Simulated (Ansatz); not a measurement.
**Two runs on Ta**

System: Ta (2 atoms in the cell).
Method of run A: DFT r2SCAN, scalar-relativistic, plane waves, PAW, no spin polarisation (Ansatz 0.2.0).

The structure derives from a Materials Project entry. Text and figures count atoms from 1; the logs count them from 0 in places.

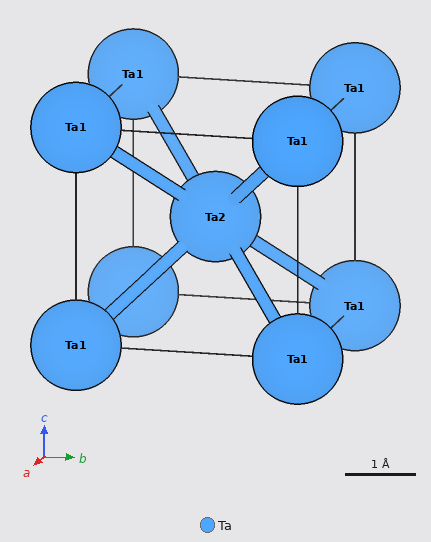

**Figure 1.** The structure (ball-and-stick view of the cell of the calculation, seen slightly off an axis; atoms are numbered from 1 in the order of the input). An atom can appear more than once, as a periodic image. Near neighbours in the periodic cell (some may lie outside the picture): Ta has 8 Ta at 2.84 Å.

**The input, run A**
```yaml
crystal:
  lattice:
    - [3.3046647258, 0.0, 0.0]
    - [0.0, 3.3046647258, 0.0]
    - [0.0, 0.0, 3.2385714313]
  atoms:
    - { symbol: Ta, position: [0.0, 0.0, 0.0] }
    - { symbol: Ta, position: [0.5, 0.5, 0.5] }
basis:
  ecutwfc: 500
kpoints:
  mp_grid: { grid: [16, 16, 16] }
hamiltonian:
  xc: r2scan
scf:
  occupations: { method: gaussian, width: 0.1 }
output:
  forces: true
  stress: true
  eigenvalues: true
```

Command:
```bash
ansatz run input.yaml --threads 1 --pin off --max-ram 2560MiB --backend cpu --events-out ev --progress --plain --runs-dir out
```

Hardware: 1 thread of AMD EPYC (Zen 3), 189 GiB of memory available, shared host.

**Output, shortened to warnings, some set-up lines, iterations and results (run A)**
```
Basis set: ecut = 500 eV, 907 PW (Γ), exchange–correlation on 100×100×96 points (64 copies of the dense FFT grid, shifted against one another)
Symmetry: 32 space group operations
k-points: 405 of 4096
Initial density: superposition of atomic densities (neutral atoms: chi_scale 0, normalization atom), corrected by the library's trained network
[...]
SCF iter   1: F=—  HF=-19888.589326 eV  |F-HF|=—  |Δ(HF+E_count)|=         —  Δρ=6.16e-3  dr2=3.46e-3  dr2_τ=3.29e-2  ethr=1.77e-3  ⟨swp⟩=5.3  Hψ=33750  notcnv=0
SCF iter   2: F=—  HF=-19888.627062 eV  |F-HF|=—  |Δ(HF+E_count)|=   3.77e-2  Δρ=4.02e-3  dr2=1.71e-3  dr2_τ=5.58e-4  ethr=1.33e-5  ⟨swp⟩=2.0  Hψ=14630  notcnv=0  defer=2
SCF iter   3: F=—  HF=-19888.629004 eV  |F-HF|=—  |Δ(HF+E_count)|=   1.94e-3  Δρ=4.35e-4  dr2=4.58e-5  dr2_τ=2.31e-5  ethr=6.59e-6  ⟨swp⟩=2.3  Hψ=11338  notcnv=0  defer=2
SCF iter   4: F=—  HF=-19888.629021 eV  |F-HF|=—  |Δ(HF+E_count)|=   1.63e-5  Δρ=2.09e-4  dr2=5.21e-6  dr2_τ=1.88e-6  ethr=1.76e-7  ⟨swp⟩=2.2  Hψ=11112  notcnv=0  defer=2
SCF iter   5: F=—  HF=-19888.629025 eV  |F-HF|=—  |Δ(HF+E_count)|=   4.73e-6  Δρ=2.49e-5  dr2=1.63e-7  dr2_τ=6.83e-8  ethr=2.01e-8  ⟨swp⟩=3.0  Hψ=12440  notcnv=0  defer=2
SCF iter   6: F=-19888.629025 eV  HF=-19888.629025 eV  |F-HF|=1.30e-8  |Δ(HF+E_count)|=   9.68e-9  Δρ=1.04e-5  dr2=1.79e-8  dr2_τ=3.75e-9  ethr=3.85e-10  ⟨swp⟩=5.5  Hψ=26617  …
SCF 1 converged in 6 iterations: F = -19888.629025 eV  dr2 = 1.79e-8
SCF converged after 6 iterations
Free energy (F): -19888.629025 eV
Harris-Foulkes:  -19888.629025 eV  (|F-HF|=1.30e-8)
Internal energy: -19888.616028 eV  (E = F + TS)
E sigma→0 (E₀):  -19888.622526 eV
Entropy (-TS):   -0.012998 eV (-6.499 meV/atom)
Fermi energy:    18.867302 eV
--- Per-component energies (eV) ---
  E_band       = -222.378737
  E_kinetic    = 735.470844
  E_local      = -1074.221784  (includes V_loc(G=0)·N_el)
  E_nonlocal   = 30.464444
  E_hartree    = 374.835165
  E_xc         = -409.366007
  E_vxc        = -444.934277  (∫ρ·V_xc dr)
  E_paw        = -16846.285498  (= ΣΔE_a)
  E_vpaw       = -241.328269  (= ΣTr[D̂ρ^β])
  E_aug_tail   = 0.000166  (compensation charges beyond the density's cutoff)
  E_vtau       = 22.499374  (kinetic-family band-sum trace: ∫τ·v_τ [+ j·A + Jᵃ·Aᵃ] dr)
  E_ewald      = -2698.000797
  E_core_change = -1.512561  (= ΣΔE_core)
  E_smearing   = -0.012998  (= −TS)
  E_closure    = -0.000000  (closes the sum)
  Σ components = -19888.629025   (vs F -19888.629025, Δ=0.00e0)
--- Forces (eV/Å), atoms counted from 1 ---
  atom   1  Ta    -0.00000000    -0.00000000     0.00000000
  atom   2  Ta     0.00000000    -0.00000000     0.00000000
  max |Σ_I F_I| component: 1.06e-29 eV/Å
--- Stress (GPa, compression-positive) ---
        3.694090      -0.000000       0.000000
        0.000000       3.694090       0.000000
        0.000000       0.000000       5.886307
  P = ⅓ Tr σ = 4.4248 GPa (44.248 kbar)
```

The input of run B differs as follows (lines with − go, lines with + come):
```diff
-    - [0.0, 0.0, 3.2385714313]
+    - [0.0, 0.0, 3.5029446094]
```

What does this change do to the results?

With the same functional and potentials, run B lies 41.2 meV per atom higher. The pressure goes from 4.42 to −10.25 GPa. The volume per atom goes from 17.68 to 19.13 Å³. The number of SCF iterations is the same. The plane waves at Γ go from 907 to 965.

**Output, shortened to warnings, some set-up lines, iterations and results (run B)**
```
Basis set: ecut = 500 eV, 965 PW (Γ), exchange–correlation on 100×100×108 points (64 copies of the dense FFT grid, shifted against one another)
Symmetry: 32 space group operations
k-points: 405 of 4096
Initial density: superposition of atomic densities (neutral atoms: chi_scale 0, normalization atom), corrected by the library's trained network
[...]
SCF iter   1: F=—  HF=-19888.517752 eV  |F-HF|=—  |Δ(HF+E_count)|=         —  Δρ=5.89e-3  dr2=3.48e-3  dr2_τ=2.66e-2  ethr=1.77e-3  ⟨swp⟩=5.3  Hψ=33305  notcnv=0
SCF iter   2: F=—  HF=-19888.544658 eV  |F-HF|=—  |Δ(HF+E_count)|=   2.69e-2  Δρ=3.92e-3  dr2=1.92e-3  dr2_τ=5.82e-4  ethr=1.34e-5  ⟨swp⟩=2.0  Hψ=14463  notcnv=0
SCF iter   3: F=—  HF=-19888.546658 eV  |F-HF|=—  |Δ(HF+E_count)|=   2.00e-3  Δρ=3.58e-4  dr2=3.17e-5  dr2_τ=2.50e-5  ethr=7.40e-6  ⟨swp⟩=2.0  Hψ=11165  notcnv=0
SCF iter   4: F=—  HF=-19888.546669 eV  |F-HF|=—  |Δ(HF+E_count)|=   1.06e-5  Δρ=2.09e-4  dr2=4.84e-6  dr2_τ=2.23e-6  ethr=1.22e-7  ⟨swp⟩=2.5  Hψ=11527  notcnv=0
SCF iter   5: F=—  HF=-19888.546673 eV  |F-HF|=—  |Δ(HF+E_count)|=   4.45e-6  Δρ=2.88e-5  dr2=1.95e-7  dr2_τ=6.28e-8  ethr=1.86e-8  ⟨swp⟩=3.0  Hψ=12476  notcnv=0
SCF iter   6: F=-19888.546673 eV  HF=-19888.546673 eV  |F-HF|=1.68e-8  |Δ(HF+E_count)|=   5.14e-8  Δρ=1.11e-5  dr2=1.96e-8  dr2_τ=4.10e-9  ethr=3.85e-10  ⟨swp⟩=5.5  Hψ=26542  …
SCF 1 converged in 6 iterations: F = -19888.546673 eV  dr2 = 1.96e-8
SCF converged after 6 iterations
Free energy (F): -19888.546673 eV
Harris-Foulkes:  -19888.546673 eV  (|F-HF|=1.68e-8)
Internal energy: -19888.533859 eV  (E = F + TS)
E sigma→0 (E₀):  -19888.540266 eV
Entropy (-TS):   -0.012815 eV (-6.407 meV/atom)
Fermi energy:    17.261333 eV
--- Per-component energies (eV) ---
  E_band       = -266.602349
  E_kinetic    = 729.540018
  E_local      = -1163.651115  (includes V_loc(G=0)·N_el)
  E_nonlocal   = 28.621762
  E_hartree    = 399.205910
  E_xc         = -407.258968
  E_vxc        = -441.810220  (∫ρ·V_xc dr)
  E_paw        = -16845.229923  (= ΣΔE_a)
  E_vpaw       = -239.980291  (= ΣTr[D̂ρ^β])
  E_aug_tail   = 0.000162  (compensation charges beyond the density's cutoff)
  E_vtau       = 22.265321  (kinetic-family band-sum trace: ∫τ·v_τ [+ j·A + Jᵃ·Aᵃ] dr)
  E_ewald      = -2628.249143
  E_core_change = -1.512561  (= ΣΔE_core)
  E_smearing   = -0.012815  (= −TS)
  E_closure    = 0.000000  (closes the sum)
  Σ components = -19888.546673   (vs F -19888.546673, Δ=0.00e0)
--- Forces (eV/Å), atoms counted from 1 ---
  atom   1  Ta     0.00000000    -0.00000000    -0.00000000
  atom   2  Ta     0.00000000    -0.00000000    -0.00000000
  max |Σ_I F_I| component: 5.49e-29 eV/Å
--- Stress (GPa, compression-positive) ---
       -8.543217       0.000000       0.000000
        0.000000      -8.543217      -0.000000
        0.000000      -0.000000     -13.660622
  P = ⅓ Tr σ = -10.2490 GPa (-102.490 kbar)
```

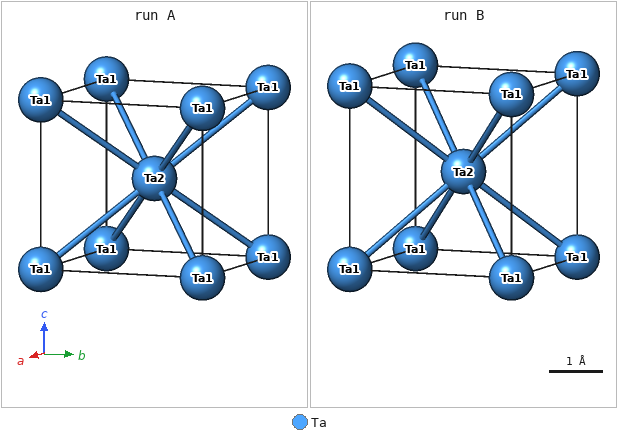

**Figure 2.** The two input geometries at one scale (ball-and-stick view of the cell of the calculation, seen slightly off an axis). The atoms keep their places relative to the cell (all moves are under 0.005 Å). The volume changes by +8.2 %, with a = b stay at 3.305 Å, c 3.239 → 3.503 Å (+8.2 %). Among the contacts that change: Ta1–Ta2 2.843 → 2.920 Å.

**The two runs side by side**

```csv
quantity,run A,run B
outcome,converged,converged
free energy per atom (eV),−9944.3145,−9944.2733
"energy per atom, smearing taken to zero (eV)",−9944.3113,−9944.2701
gap on the mesh (eV),0.00,0.00
pressure (GPa),4.42,−10.25
volume per atom (Å³),17.68,19.13
largest force (eV/Å),0.000,0.000
SCF iterations,6,6
irreducible k-points,405,405
plane waves at Γ,907,965
wall time (shared host),51 s,56 s
```

For both runs: Spin–orbit coupling is left out, which matters for Ta. For run B: The cell is under a tension of 10.2 GPa at this level, so it is not at its equilibrium volume.
